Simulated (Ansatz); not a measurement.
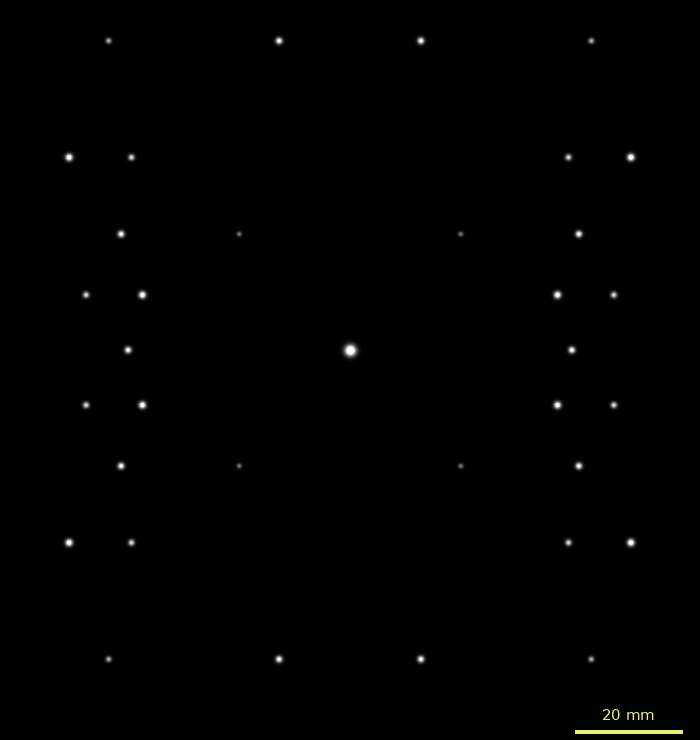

Simulated X-ray rotation photograph: Co Kα radiation (λ = 1.7902 Å), cylindrical film of radius 57.3 mm unrolled, rotation axis vertical and normal to the beam, kinematic intensities without Lorentz or polarisation factors, the film spanning ±63° about the beam; spots down to d = 1.78 Å.

Q: What lattice repeat along the rotation axis do the layer lines give?

A: The first layer line lies 10.4 mm from the equator, so tan ν = 0.181, sin ν = 0.178 and the period is λ/sin ν = 10.05 Å. Further lines follow at 21.9, 36.2, 58.2 mm.

The crystal is Ti, space group I4_1md (No. 109), a = 7.10 Å, c = 2.80 Å. Structure: coordinates from a relaxation with Ansatz 0.2.0, DFT PBE, scalar-relativistic, plane waves, PAW; the starting structure was generated, so it need not be a known form of this composition.

Q: About which axis was it rotated?

A: About [110] (or an equivalent direction), whose length in the conventional cell is 10.046 Å.
